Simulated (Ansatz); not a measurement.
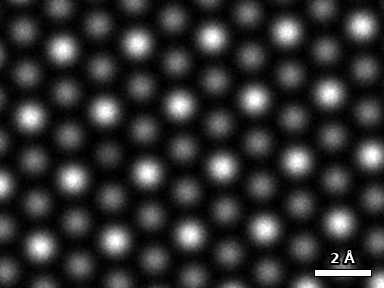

Dark-field STEM-like image of Mo (P6_3/mmc, No. 194) along [001]. Simulation: incoherent imaging, intensity Z^1.7 per atom, probe width 0.77 Å, thin sample. The probe carries 15 % of its weight in a tail 2.5 times as wide. Shot noise was added.

The sample is 3 repeats (28.3 Å) thick. One point defect was put into the perfect crystal, without relaxing the atoms around it. Brightness is counted from the darkest point of the image. Host structure: the input geometry of an electronic-structure calculation (not necessarily at equilibrium); the starting structure was generated, so it need not be a known form of this composition.

> Where is the defect (in Å from the left and the top edge), and what does its contrast suggest?

At about 4 Å from the left and 6 Å from the top. The column is dimmer, which points to a vacancy or a lighter atom. The column holds 3 atoms (Mo) through the sample, and one Mo atom is missing, so its peak drops to about 65 % of that of its equals.
